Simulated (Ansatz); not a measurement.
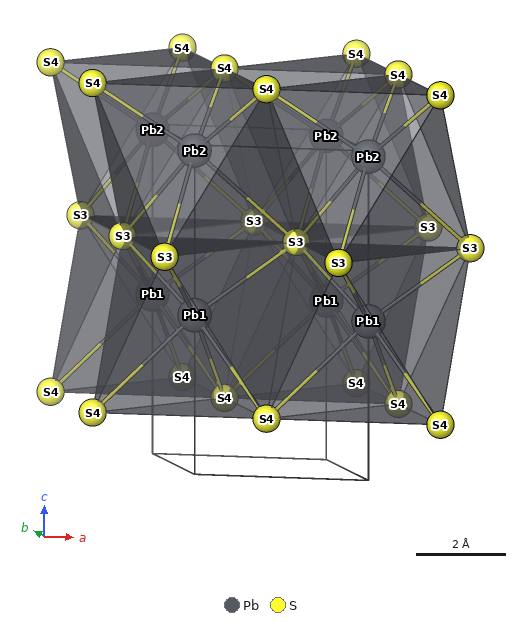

Figure 1. The structure as given in the input (polyhedral view of the cell of the calculation, seen slightly off an axis; polyhedra are completed across the faces of the cell; atoms are numbered from 1 in the order of the input).

## Two runs on PbS

System: PbS (4 atoms in the cell).
Method of run 1: DFT, r2SCAN, plane waves, PAW, no spin polarisation (Ansatz 0.2.0).

The structure derives from a Materials Project entry. The geometry comes from this level: r2scan-rvv10. Text and figures count atoms from 1; the logs count them from 0 in places.

The input, run 1:
```yaml
crystal:
  lattice:
    - [2.0429167946, -3.538492942, 0.0]
    - [2.0429167946, 3.538492942, 0.0]
    - [0.0, 0.0, 7.4692078618]
  atoms:
    - { symbol: Pb, position: [-1.7245e-06, 1.0000017245, 0.482915882] }
    - { symbol: Pb, position: [1.0000017245, -1.7245e-06, 0.982915882] }
    - { symbol: S, position: [0.6666675235, 0.3333324765, 0.696284118] }
    - { symbol: S, position: [0.3333324765, 0.6666675235, 0.196284118] }
kpoints:
  mp_grid: { grid: [12, 12, 4] }
  band_path:
    path:
      - [0.0, 0.0, 0.0]
      - [-4.0454e-06, 0.5000010113, 0.0]
      - [-0.3333394015, 0.6666707121, 0.0]
      - [0.0, 0.0, 0.5]
      - [-4.0454e-06, 0.5000010113, 0.5]
      - [-0.3333394015, 0.6666707121, 0.5]
      - [-0.0625, 0.054688, 0.0]
      - [-4.045e-07, 0.0500001011, 0.0]
    npoints: 1
hamiltonian:
  xc: r2scan
scf:
  occupations: { method: fixed }
  n_extra_bands: 5
output:
  forces: true
  stress: true
  eigenvalues: true
```

Command:
```bash
ansatz run input.yaml --threads 2 --pin off --max-ram 2764MiB --backend cpu --events-out ev --progress --plain --runs-dir out
```

Hardware: 2 threads of Arm Neoverse V1, 24 GiB of memory available, shared host.

Output, shortened to warnings, some set-up lines, iterations and results (run 1):
```
Warning: 8 symmetry operations that the atoms keep within the bar at which the run's group was sought (crystal.symmetry.tolerance 1.0e-5, or twice it) were not taken beside the 4 unitary ones that the detection took (of a slab, those that keep its plane). If the more symmetric cell is meant, write the vectors of crystal.lattice to more decimals, or, with the positions in fractional coordinates, …
Basis set: ecut = 500 eV, 2769 PW (Γ), exchange–correlation on 120×120×240 points (64 copies of the dense FFT grid, shifted against one another)
Symmetry: 4 space group operations
k-points: 129 of 576 (time reversal used)
Initial density: superposition of atomic densities (neutral atoms: chi_scale 0, normalization atom), corrected by the library's trained network
[...]
SCF iter   1: F=—  HF=-25655.750286 eV  |F-HF|=—  |Δ(HF+E_count)|=         —  Δρ=5.92e-3  dr2=2.66e-2  dr2_τ=7.23e-3  ethr=1.77e-3  ⟨swp⟩=5.0  Hψ=13070  notcnv=0  defer=364
SCF iter   2: F=—  HF=-25655.762427 eV  |F-HF|=—  |Δ(HF+E_count)|=   1.21e-2  Δρ=2.64e-3  dr2=6.65e-3  dr2_τ=2.17e-4  ethr=6.65e-5  ⟨swp⟩=2.0  Hψ=7096  notcnv=0  defer=385
SCF iter   3: F=—  HF=-25655.762261 eV  |F-HF|=—  |Δ(HF+E_count)|=   1.66e-4  Δρ=7.74e-4  dr2=4.64e-4  dr2_τ=3.93e-5  ethr=1.66e-5  ⟨swp⟩=2.8  Hψ=5902  notcnv=0  defer=385
SCF iter   4: F=—  HF=-25655.762405 eV  |F-HF|=—  |Δ(HF+E_count)|=   1.44e-4  Δρ=2.11e-4  dr2=5.93e-5  dr2_τ=5.55e-6  ethr=1.16e-6  ⟨swp⟩=2.7  Hψ=5246  notcnv=0  defer=331
SCF iter   5: F=—  HF=-25655.762415 eV  |F-HF|=—  |Δ(HF+E_count)|=   1.07e-5  Δρ=4.19e-5  dr2=1.46e-6  dr2_τ=4.82e-8  ethr=1.48e-7  ⟨swp⟩=2.0  Hψ=4128  notcnv=0  defer=282
SCF iter   6: F=-25655.762417 eV  HF=-25655.762417 eV  |F-HF|=1.96e-8  |Δ(HF+E_count)|=   1.34e-6  Δρ=1.01e-5  dr2=9.27e-8  dr2_τ=5.01e-9  ethr=2.50e-10  ⟨swp⟩=9.8  Hψ=22515  …
SCF 1 converged in 6 iterations: F = -25655.762417 eV  dr2 = 9.27e-8
NSCF: frozen V_eff on 8 k-points
SCF converged after 6 iterations
Free energy (F): -25655.762417 eV
Harris-Foulkes:  -25655.762417 eV  (|F-HF|=1.96e-8)
Internal energy: -25655.762417 eV  (E = F + TS)
E sigma→0 (E₀):  -25655.762417 eV
Fermi energy:    7.961646 eV
--- Per-component energies (eV) ---
  E_band       = -151.873659
  E_kinetic    = 785.795855
  E_local      = -2544.217181  (includes V_loc(G=0)·N_el)
  E_nonlocal   = 758.190688
  E_hartree    = 993.048327
  E_xc         = -601.256199
  E_vxc        = -480.148102  (∫ρ·V_xc dr)
  E_paw        = -22080.902908  (= ΣΔE_a)
  E_vpaw       = -687.481797  (= ΣTr[D̂ρ^β])
  E_aug_tail   = 0.000039  (compensation charges beyond the density's cutoff)
  E_vtau       = 29.899045  (kinetic-family band-sum trace: ∫τ·v_τ [+ j·A + Jᵃ·Aᵃ] dr)
  E_ewald      = -2968.132508
  E_core_change = 1.711471  (= ΣΔE_core)
  E_smearing   = -0.000000  (= −TS)
  E_closure    = -0.000000  (closes the sum)
  Σ components = -25655.762417   (vs F -25655.762417, Δ=0.00e0)
--- Forces (eV/Å), atoms counted from 1 ---
  atom   1  Pb     0.00000000    -0.00001129     0.01174102
  atom   2  Pb    -0.00000000     0.00001129     0.01174102
  atom   3  S     -0.00000000    -0.00001893    -0.01180587
  atom   4  S      0.00000000     0.00001893    -0.01180587
  max |Σ_I F_I| component: 1.30e-4 eV/Å
--- Stress (GPa, compression-positive) ---
        0.969704       0.000000       0.000000
        0.000000       0.968982       0.000000
        0.000000       0.000000       0.973877
  P = ⅓ Tr σ = 0.9709 GPa (9.709 kbar)
```

For run 2 the input was changed thus:
```diff
-  xc: r2scan
+  xc: pbe
```

How does run 2 compare with run 1?

The total energies belong to different methods, so their difference says nothing on which is more stable or more accurate. The gap on the mesh goes from 0.57 to 0.39 eV. The pressure goes from 0.97 to 1.95 GPa. The largest force goes from 0.012 to 0.058 eV/Å. The functional changes from r2SCAN to PBE. The number of SCF iterations is the same. The default cutoff goes from 500 to 420 eV with the change. The plane waves at Γ go from 2769 to 2089. On the same kind of shared host run 2 took about 0.36 times as long.

Output, shortened to warnings, some set-up lines, iterations and results (run 2):
```
Warning: 8 symmetry operations that the atoms keep within the bar at which the run's group was sought (crystal.symmetry.tolerance 1.0e-5, or twice it) were not taken beside the 4 unitary ones that the detection took (of a slab, those that keep its plane). If the more symmetric cell is meant, write the vectors of crystal.lattice to more decimals, or, with the positions in fractional coordinates, …
Basis set: ecut = 420 eV, 2089 PW (Γ), exchange–correlation on 60×60×100 points (8 copies of the dense FFT grid, shifted against one another)
Symmetry: 4 space group operations
k-points: 129 of 576 (time reversal used)
Initial density: superposition of atomic densities (neutral atoms: chi_scale 0, normalization atom), corrected by the library's trained network
[...]
SCF iter   1: F=—  HF=-25618.898392 eV  |F-HF|=—  |Δ(HF+E_count)|=         —  Δρ=1.06e-3  dr2=1.13e-3  ethr=1.77e-3  ⟨swp⟩=5.0  Hψ=12720  notcnv=0  defer=367
SCF iter   2: F=—  HF=-25618.896391 eV  |F-HF|=—  |Δ(HF+E_count)|=   2.00e-3  Δρ=6.63e-4  dr2=3.08e-4  ethr=2.82e-6  ⟨swp⟩=2.0  Hψ=7100  notcnv=0  defer=385
SCF iter   3: F=—  HF=-25618.896708 eV  |F-HF|=—  |Δ(HF+E_count)|=   3.17e-4  Δρ=1.84e-4  dr2=4.12e-5  ethr=7.71e-7  ⟨swp⟩=2.0  Hψ=4454  notcnv=0  defer=379
SCF iter   4: F=—  HF=-25618.896758 eV  |F-HF|=—  |Δ(HF+E_count)|=   4.94e-5  Δρ=6.73e-5  dr2=6.08e-6  ethr=1.03e-7  ⟨swp⟩=2.0  Hψ=4250  notcnv=0  defer=344
SCF iter   5: F=—  HF=-25618.896765 eV  |F-HF|=—  |Δ(HF+E_count)|=   7.55e-6  Δρ=2.39e-5  dr2=5.53e-7  ethr=1.52e-8  ⟨swp⟩=2.0  Hψ=4416  notcnv=0  defer=348
SCF iter   6: F=-25618.896766 eV  HF=-25618.896766 eV  |F-HF|=2.68e-8  |Δ(HF+E_count)|=   5.16e-7  Δρ=8.41e-6  dr2=6.64e-8  ethr=2.50e-10  ⟨swp⟩=10.8  Hψ=20732  notcnv=0
SCF 1 converged in 6 iterations: F = -25618.896766 eV  dr2 = 6.64e-8
NSCF: frozen V_eff on 8 k-points
SCF converged after 6 iterations
Free energy (F): -25618.896766 eV
Harris-Foulkes:  -25618.896766 eV  (|F-HF|=2.68e-8)
Internal energy: -25618.896766 eV  (E = F + TS)
E sigma→0 (E₀):  -25618.896766 eV
Fermi energy:    8.010138 eV
--- Per-component energies (eV) ---
  E_band       = -128.644433
  E_kinetic    = 787.219794
  E_local      = -2541.330518  (includes V_loc(G=0)·N_el)
  E_nonlocal   = 757.040708
  E_hartree    = 990.137495
  E_xc         = -636.801428
  E_vxc        = -440.622602  (∫ρ·V_xc dr)
  E_paw        = -22007.030405  (= ΣΔE_a)
  E_vpaw       = -671.237865  (= ΣTr[D̂ρ^β])
  E_aug_tail   = 0.000097  (compensation charges beyond the density's cutoff)
  E_ewald      = -2968.132508
  E_smearing   = -0.000000  (= −TS)
  E_closure    = 0.000000  (closes the sum)
  Σ components = -25618.896766   (vs F -25618.896766, Δ=0.00e0)
--- Forces (eV/Å), atoms counted from 1 ---
  atom   1  Pb     0.00000000    -0.00000927    -0.05827715
  atom   2  Pb    -0.00000000     0.00000927    -0.05827715
  atom   3  S     -0.00000000    -0.00001820     0.05826273
  atom   4  S      0.00000000     0.00001820     0.05826273
  max |Σ_I F_I| component: 2.89e-5 eV/Å
--- Stress (GPa, compression-positive) ---
        1.985388       0.000000       0.000000
        0.000000       1.984708       0.000000
        0.000000       0.000000       1.877685
  P = ⅓ Tr σ = 1.9493 GPa (19.493 kbar)
```

The two runs side by side:

| quantity | run 1 | run 2 |
| --- | --- | --- |
| outcome | converged | converged |
| free energy per atom (eV) | −6413.9406 | −6404.7242 |
| gap on the mesh (eV) | 0.57 | 0.39 |
| pressure (GPa) | 0.97 | 1.95 |
| largest force (eV/Å) | 0.012 | 0.058 |
| SCF iterations | 6 | 6 |
| irreducible k-points | 129 | 129 |
| plane waves at Γ | 2769 | 2089 |
| wall time (shared host) | 50 s | 18 s |

For both runs: Warnings: near-symmetries of the structure were not used. Spin–orbit coupling is left out, which matters for Pb.
